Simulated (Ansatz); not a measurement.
```xyz
6
Lattice="4.4095 0.0000 0.0000 -2.2047 3.8187 0.0000 0.0000 0.0000 4.1870" Properties=species:S:1:pos:R:3 pbc="T T T"
Cu    0.7267    1.2586    0.0000
Cu   -1.4780    2.5601    0.0000
Cu    2.9561    0.0000    0.0000
Cu    2.2047    1.2729    2.0935
Cu    0.0000    2.5458    2.0935
Ni    0.0000    0.0000    2.0935
```

Space group P-62m; a structure generated by program, which may or may not match a known phase; computed without spin polarisation.

These are results of Ansatz 0.2.0, DFT PBE, scalar-relativistic, plane waves, PAW, not measurements.

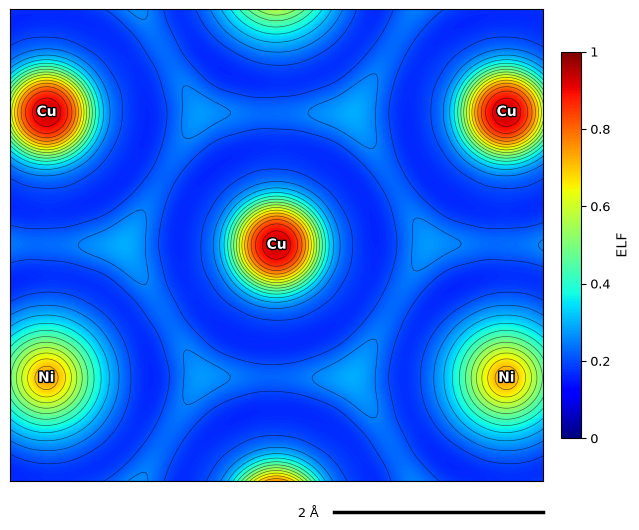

Cu5Ni. Electron localisation function on the (001) plane of the conventional cell.

Core electrons are frozen (PAW), and the valence fields are smoothed inside the atomic spheres.

> Describe what can be read from this map.

The section cuts through Cu and Ni sites. Cu–Cu (2.55 Å): the ELF is about 0.20 at the midpoint: no localised pair shows between them. Cu–Ni (2.55 Å): the ELF is about 0.25 at the midpoint (no shared electron pair shows on this line). Cu–Cu (2.55 Å): the ELF is about 0.20 at the midpoint; no shared electron pair shows on this line. The features right at Cu and Ni lie inside the PAW spheres, where the map follows smoothed inner orbitals and isn't to be read closely.

> Does the calculation give a band gap?

It is metallic or semimetallic at this level of theory: no gap opens.
